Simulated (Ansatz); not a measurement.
Fe₃Co₃H: single-point calculation (part 2 of 2)

The same run, continued: Fe₃Co₃H (slab, 7 atoms in the cell); DFT PBEsol, scalar-relativistic, plane waves, PAW, spin-polarised (Ansatz 0.2.0); cutoff 420 eV, 10×10×1 k-mesh, Gaussian smearing of 0.1 eV, collinear spins. The structure derives from an entry of the Crystallography Open Database. It belongs to a series of runs on one base structure; here: H lifted by +2.00 A from its best place.

Geometry of the input (Å; fractional positions):
```
2.8004  0.0000  0.0000
0.0000  2.8004  0.0000
0.0000  0.0000  26.0010
Fe 0.5000  0.5000  0.3269
Co 0.0000  0.0000  0.3808
Fe 0.5000  0.5000  0.4346
Co 0.0000  0.0000  0.4875
Fe 0.5000  0.5000  0.5438
Co 0.0000  0.0000  0.5915
H  0.3333  0.3333  0.6983
```

### Output, continued
```
Levels:          The Fermi level and band energies are counted from a zero that moves with the ramp; work functions are not
--- Per-component energies (eV) ---
  E_band       = -2939.109621
  E_kinetic    = 2415.977211
  E_local      = -242810.084215  (includes V_loc(G=0)·N_el)
  E_nonlocal   = 2041.844147
  E_hartree    = 119430.034944
  E_xc         = -826.089749
  E_vxc        = -1069.528623  (∫ρ·V_xc dr)
  E_paw        = -8461.684960  (= ΣΔE_a)
  E_vpaw       = -2367.776484  (= ΣTr[D̂ρ^β])
  E_aug_tail   = 0.001959  (compensation charges beyond the density's cutoff)
  E_efield     = 0.003211  (sawtooth field / dipole correction)
  E_vefield    = -9.539373  (∫n·V_field dr)
  E_ewald      = 99572.650473
  E_core_change = 1.102863  (= ΣΔE_core)
  E_smearing   = -0.023681  (= −TS)
  E_closure    = -0.000000  (closes the sum)
  Σ components = -28636.267797   (vs F -28636.267797, Δ=0.00e0)
--- Forces (eV/Å), atoms counted from 1 ---
  atom   1  Fe     0.00062429     0.00062429     0.33362030
  atom   2  Co    -0.00092041    -0.00092041    -0.45576732
  atom   3  Fe    -0.00099477    -0.00099477     0.13331378
  atom   4  Co     0.00158341     0.00158341     0.02444575
  atom   5  Fe    -0.00489426    -0.00489426    -0.15151895
  atom   6  Co     0.02577854     0.02577854     0.57834850
  atom   7  H     -0.02117600    -0.02117600    -0.46259265
  max |Σ_I F_I| component: 1.51e-4 eV/Å
--- Stress (GPa, compression-positive) ---
       -2.795161      -0.004023      -0.041053
       -0.004023      -2.795161      -0.041053
       -0.041053      -0.041053      -1.181903
  P = ⅓ Tr σ = -2.2574 GPa (-22.574 kbar)
--- Band table (eV; the first three rows and the last of 62) ---
  k-point 0 ↑: bands = ["-93.1974", "-93.0616", "-92.7086", "-85.6350", "-85.6314", "-85.3504", "-56.6035", "-56.6034", "-56.5346", "-56.4693", "-56.4343", "-56.4340", "-56.2488", "-56.0434", "-56.0433", "-51.9461", "-51.8060", "-51.7680", "-51.7680", "-51.7105", "-51.7104", "-51.5157", "-51.4928", "-51.4919", "-5.9837", "-4.6637", "-2.9969", "-2.4571", "-2.4189", "-1.9217", "-1.9028", "-1.6267", "-1.1327", "-0.3490", "-0.1340", "-0.1340", "-0.1161", "-0.0198", "0.0656", "0.0657", "0.3292", "0.3292", "0.3463", "0.6402", "0.7152", "0.7950", "0.7986", "0.7988", "1.1441", "1.2509", "1.4573", "1.4771", "1.4773", "1.5932", "1.9749", "2.0990", "2.0991", "2.2853", "2.4344", "4.2061", "6.3767", "7.2790", "8.2949", "8.9421", "9.5338", "10.7195", "11.3902", "12.9436", "12.9465", "13.1773"]
  k-point 1 ↑: bands = ["-93.1970", "-93.0612", "-92.7082", "-85.6344", "-85.6308", "-85.3498", "-56.6082", "-56.6030", "-56.5344", "-56.4690", "-56.4388", "-56.4336", "-56.2486", "-56.0479", "-56.0428", "-51.9453", "-51.8052", "-51.7749", "-51.7677", "-51.7172", "-51.7100", "-51.5148", "-51.4993", "-51.4921", "-5.7784", "-4.4811", "-2.8681", "-2.3808", "-2.3253", "-1.8814", "-1.8075", "-1.5678", "-1.1037", "-0.3041", "-0.2470", "-0.2317", "-0.2267", "-0.0640", "0.0697", "0.0868", "0.1532", "0.4428", "0.4761", "0.5698", "0.6803", "0.7559", "0.8576", "1.1116", "1.1243", "1.1983", "1.2344", "1.4013", "1.6010", "1.7267", "1.8866", "1.9711", "2.1930", "2.3988", "2.4250", "4.3973", "6.5711", "7.4808", "8.4894", "9.1259", "9.7420", "10.9169", "11.4574", "11.6224", "13.1475", "13.3034"]
  k-point 2 ↑: bands = ["-93.1960", "-93.0602", "-92.7072", "-85.6329", "-85.6293", "-85.3483", "-56.6204", "-56.6016", "-56.5340", "-56.4682", "-56.4511", "-56.4323", "-56.2480", "-56.0599", "-56.0413", "-51.9432", "-51.8031", "-51.7928", "-51.7668", "-51.7346", "-51.7089", "-51.5179", "-51.5118", "-51.4915", "-5.1851", "-3.9776", "-2.5949", "-2.1915", "-2.0676", "-1.8274", "-1.6955", "-1.3730", "-0.7897", "-0.5288", "-0.4705", "-0.2682", "-0.1424", "-0.1339", "-0.0063", "0.0278", "0.1061", "0.4351", "0.5125", "0.6663", "0.7498", "0.8512", "0.9183", "0.9914", "1.1618", "1.2391", "1.2662", "1.3371", "1.5621", "1.7426", "1.8065", "1.9534", "2.2669", "2.4749", "2.7410", "4.8856", "7.0724", "7.9982", "8.8525", "9.1133", "9.6576", "10.0091", "10.6792", "11.6191", "12.1458", "12.5986"]
  k-point 30 ↓: bands = ["-91.0180", "-90.9302", "-90.4744", "-82.4492", "-82.2911", "-82.2910", "-54.5128", "-54.5127", "-54.4528", "-54.4145", "-54.4142", "-54.3827", "-53.9710", "-53.9695", "-53.9609", "-48.7477", "-48.7475", "-48.6937", "-48.5856", "-48.5853", "-48.5847", "-48.5633", "-48.5632", "-48.5382", "-1.1218", "-1.0994", "-0.3228", "-0.1782", "0.2875", "0.2877", "0.4347", "0.4349", "0.7286", "0.8217", "0.8223", "0.8784", "1.0744", "1.0755", "1.8756", "1.8767", "3.4911", "3.4938", "3.5822", "3.5967", "3.6700", "3.8431", "3.8788", "3.8887", "3.9729", "4.1359", "4.4389", "4.5134", "4.5859", "4.6575", "4.6709", "4.6827", "6.5065", "7.0997", "7.1605", "9.5463", "9.5737", "11.0317", "11.0628", "11.2440", "11.2685", "11.5626", "12.0512", "12.1867", "12.2748", "12.2829"]
--- Löwdin populations: 7 sites ---
  site symbol       q [e]    m [muB]
     0     Fe     15.7374     3.0990
     1     Co     16.7974     1.7937
     2     Fe     15.7647     2.7869
     3     Co     16.7761     1.7378
     4     Fe     15.7898     2.6704
     5     Co     16.7076     1.8661
     6      H      1.0837     0.7106
  spilling = 0.013434 (of n_electrons = 100.000000)
```

### File populations.tsv
```
# site	symbol	l	j	q_up	q_dn
# orbitals = lowdin
# n_electrons = 100.000000
# spilling = 0.013434
0	Fe	0_3S	-	0.996518	0.996676
0	Fe	0_4S	-	0.534583	0.468579
0	Fe	1_3P	-	2.998702	2.997802
0	Fe	2_3D	-	4.888390	1.856119
1	Co	0_3S	-	0.993564	0.993252
1	Co	0_4S	-	0.486175	0.491720
1	Co	1_3P	-	2.998999	2.998082
1	Co	2_3D	-	4.816797	3.018775
2	Fe	0_3S	-	0.992961	0.993451
2	Fe	0_4S	-	0.473156	0.486905
2	Fe	1_3P	-	2.998645	2.998303
2	Fe	2_3D	-	4.811057	2.010220
3	Co	0_3S	-	0.993260	0.993338
3	Co	0_4S	-	0.466072	0.490244
3	Co	1_3P	-	2.998792	2.998092
3	Co	2_3D	-	4.798809	3.037504
4	Fe	0_3S	-	0.992575	0.993024
4	Fe	0_4S	-	0.461421	0.486643
4	Fe	1_3P	-	2.998484	2.998179
4	Fe	2_3D	-	4.777639	2.081835
5	Co	0_3S	-	0.995700	0.995671
5	Co	0_4S	-	0.441551	0.474550
5	Co	1_3P	-	2.998382	2.997507
5	Co	2_3D	-	4.851240	2.952999
6	H	0_1S	-	0.897131	0.186548
```

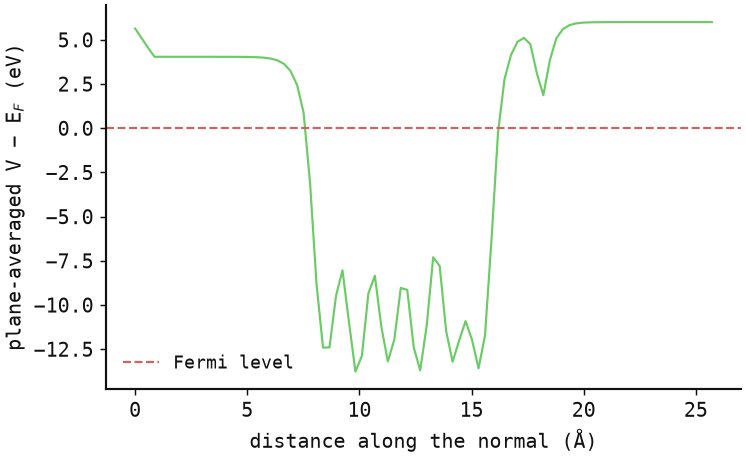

*Plane average of the electrostatic potential energy of an electron across the cell, from the Fermi level.*

The vacuum level lies 6.00 eV above the Fermi level on the upper side and 4.04 eV on the lower.

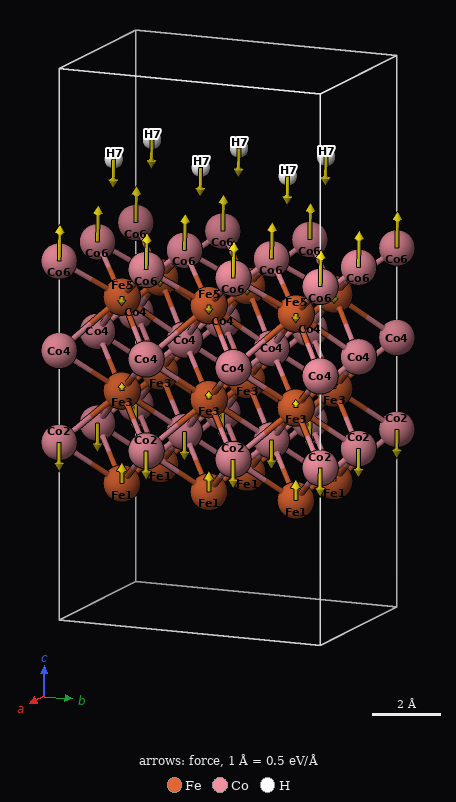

*Forces on the atoms as yellow arrows (ball-and-stick view of the 2 × 3 repeat of the cell, with the vacuum cut short, seen slightly off an axis; atoms are numbered from 1 in the order of the input); the smallest are left out.*

The largest act on Co6 (0.58 eV/Å); H7 (0.46 eV/Å); Co2 (0.46 eV/Å); Fe1 (0.33 eV/Å). The geometry is not a stationary point of this energy.

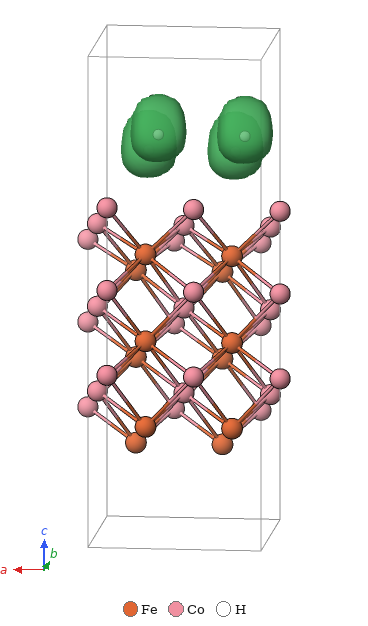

*Isosurface of the electron localisation function at 0.9 (green), seen at an oblique angle. Only the valence region is drawn (cores and ρ < 0.01 e/Å³ removed). Sticks mark near contacts.*

Along the contacts the grid gives the following. Fe–Co (2.34 Å): the ELF is about 0.25 at the midpoint (no localised pair between them). The fields are those of the smooth PAW valence density.

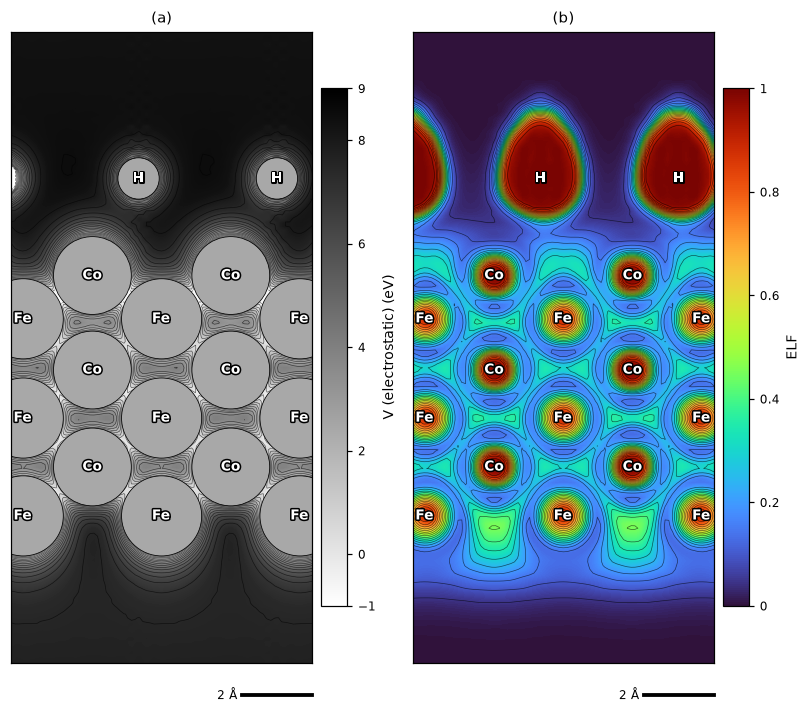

*(a) electrostatic potential (local pseudopotential plus Hartree) felt by an electron; (b) ELF on the (11̄0) plane of the calculation cell, a cut from vacuum to vacuum. Grey discs, where drawn, cover atomic cores.*

The section cuts through Fe, Co and H sites. Fe–Co (2.34 Å): the ELF is about 0.25 at the midpoint (no localised pair between them). Fe–Co (2.41 Å): the ELF is about 0.25 at the midpoint; no localised pair between them. Fe–Co (2.46 Å): the ELF is about 0.25 at the midpoint (no localised pair between them). The strong features right at Fe and Co lie inside the PAW spheres (semicore, d or f shells) and say nothing about bonding.

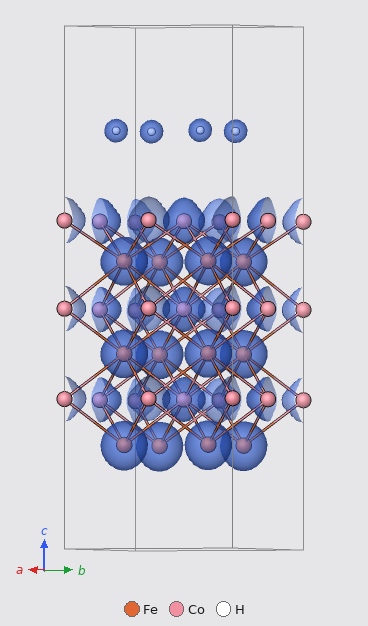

*Isosurface of the spin density (up minus down) at +0.4 e/Å³ (blue), seen at an oblique angle. Sticks mark near contacts.*

The cell of the calculation (7 atoms) carries 14.3 μB net.

### Key numbers

| quantity | value |
| --- | --- |
| outcome | converged |
| electrons treated | 100 |
| free energy | −28636.2678 eV |
| work function, top face | 6.00 eV |
| work function, bottom face | 4.04 eV |
| Fermi energy | 2.920 eV |
| gap on the k-point mesh | none (metallic) |
| net moment of the cell | 14.29 μB |
| integrated absolute moment | 14.95 μB |
| work function (upper face) | 6.00 eV |
| largest force (length of the vector) | 0.579 eV/Å |
| wall time | 56 s (CPU time 3.6 min) |
| peak memory | 1.1 GiB |

Warnings of the run: the exchange-correlation potential is rough where the density is thin.
